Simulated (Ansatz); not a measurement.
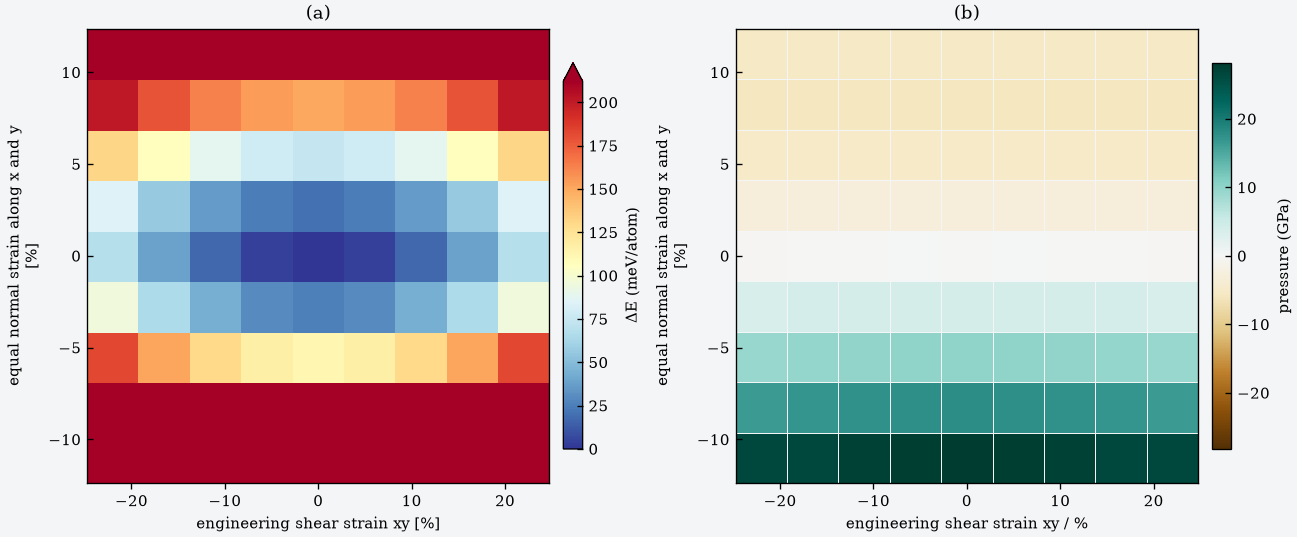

PbSe (Fm-3m, No. 225; 2 atoms in the cell). The energy is mapped over two homogeneous strains (x, y and z along the cube axes). Coordinates scanned: (1) engineering shear strain xy; (2) equal normal strain along x and y. Nothing is relaxed (symmetry fixes all fractional coordinates). The grid has 9 × 9 points; 45 points were computed and 36 follow by symmetry. Points are written as (first, second). Energies are in meV/atom, from the lowest grid point. The lowest point has no gap; 17 points of the grid have one on the k-mesh. The D3 coefficients switch with the coordination numbers inside this range, which puts artificial structure into the map. Computed with Ansatz 0.2.0, DFT LDA+D3(BJ), scalar-relativistic, plane waves, PAW. Settings: cutoff 420 eV, k-mesh 10×10×10, gaussian smearing 0.03 eV, no spin polarisation.

Panel (a) is the energy and panel (b) the computed pressure on the same grid.

In the figure: one coloured cell a grid point, one colour for all values above the top of the scale.

Question: How does the pressure vary over the map, and what is it at the lowest grid point?

Answer: It runs from −5.9 GPa at (−22.0 %, 8.25 %) to 28.2 GPa at (0.0 %, −11.00 %). At the lowest grid point, (0.0 %, 0.00 %), it is 0.0 GPa.

| second ↓, first → | −22.0 | −16.5 | −11.0 | −5.5 | 0.0 | 5.5 | 11.0 | 16.5 | 22.0 |
| --- | --- | --- | --- | --- | --- | --- | --- | --- | --- |
| 11.00 | −5.5 | −5.5 | −5.5 | −5.4 | −5.4 | −5.4 | −5.5 | −5.5 | −5.5 |
| 8.25 | −5.9 | −5.9 | −5.9 | −5.9 | −5.9 | −5.9 | −5.9 | −5.9 | −5.9 |
| 5.50 | −5.1 | −5.0 | −5.0 | −5.0 | −5.0 | −5.0 | −5.0 | −5.0 | −5.1 |
| 2.75 | −3.1 | −3.0 | −3.0 | −3.0 | −2.9 | −3.0 | −3.0 | −3.0 | −3.1 |
| 0.00 | −0.3 | −0.1 | 0.0 | 0.0 | 0.0 | 0.0 | 0.0 | −0.1 | −0.3 |
| −2.75 | 3.7 | 3.9 | 4.1 | 4.2 | 4.2 | 4.2 | 4.1 | 3.9 | 3.7 |
| −5.50 | 9.3 | 9.6 | 9.8 | 10.0 | 10.0 | 10.0 | 9.8 | 9.6 | 9.3 |
| −8.25 | 16.3 | 17.1 | 17.5 | 17.7 | 17.9 | 17.7 | 17.5 | 17.1 | 16.3 |
| −11.00 | 26.4 | 26.6 | 27.5 | 27.9 | 28.2 | 27.9 | 27.5 | 26.6 | 26.4 |
